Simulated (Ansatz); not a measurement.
Consider Ti₄S (slab).

Input file:

```
crystal:
  lattice:
    - [2.9075446931, 0.0, 0.0]
    - [0.0, 4.1118891382, 0.0]
    - [0.0, 0.0, 19.6535692527]
  atoms:
    - { symbol: Ti, position: [0.5, 0.5, 0.2035253723] }
    - { symbol: Ti, position: [0.0, 0.0, 0.2774952618] }
    - { symbol: Ti, position: [0.5, 0.5, 0.3439484692] }
    - { symbol: Ti, position: [0.0, 0.0, 0.4148645545] }
    - { symbol: S, position: [0.1666666667, 0.1, 0.5230786098] }
basis:
  ecutwfc: 420
kpoints:
  mp_grid: { grid: [9, 7, 1] }
hamiltonian:
  xc: pbe
  pseudopotentials: { kind: paw, azcp: { folder: soft_1 } }
scf:
  occupations: { method: gaussian, width: 0.1 }
output:
  forces: true
  eigenvalues: true
  write_density: true
  write_potential: true
  elf: true
  volumetric_format: npy
relax:
  adjacent_minimum: "off"
  f_tol: 0.025
  max_steps: 16
  constraints: [{ sites: [0, 1, 2, 3] }, { sites: [4], fix: xy }]
efield:
  axis: 3
  dipole_correction: true
  ramp_width: 0.04
```

Launched as:

```sh
ansatz run input.yaml --threads 1 --pin off --max-ram 3072MiB --backend cpu --events-out ev --progress --plain --runs-dir out
```

The fields are those of the run's last geometry, not of the input's.

A point of a scan over the structure, not its minimum; not relaxed (largest force 1.2 eV/Å); computed without spin polarisation; PAW files of the earlier set (soft_1).

Level of theory: Ansatz, DFT PBE, scalar-relativistic, plane waves, PAW.

Question: What will maps of the valence pseudo-density and electron localisation function show?

Answer: Ti–Ti (2.70 Å): ρ at the midpoint is about 0.22 e/Å³; the ELF is about 0.15 at the midpoint (no shared electron pair shows on this line).

Question: Metal or insulator at this level of theory?

Answer: It is gapless in this calculation (a metal or semimetal).

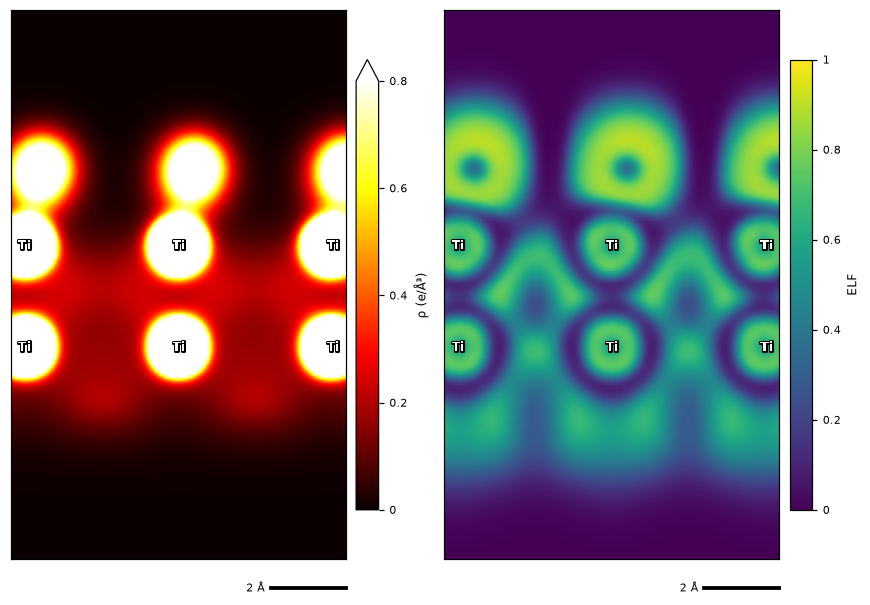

Computed valence pseudo-density and electron localisation function on the (100) plane of the calculation cell, a cut from vacuum to vacuum, in this order. Atoms just off the plane (S, 0.5 Å away) can leave unmarked features too.

The density is the valence pseudo-density of a PAW calculation; it isn't the true density close to the nuclei.
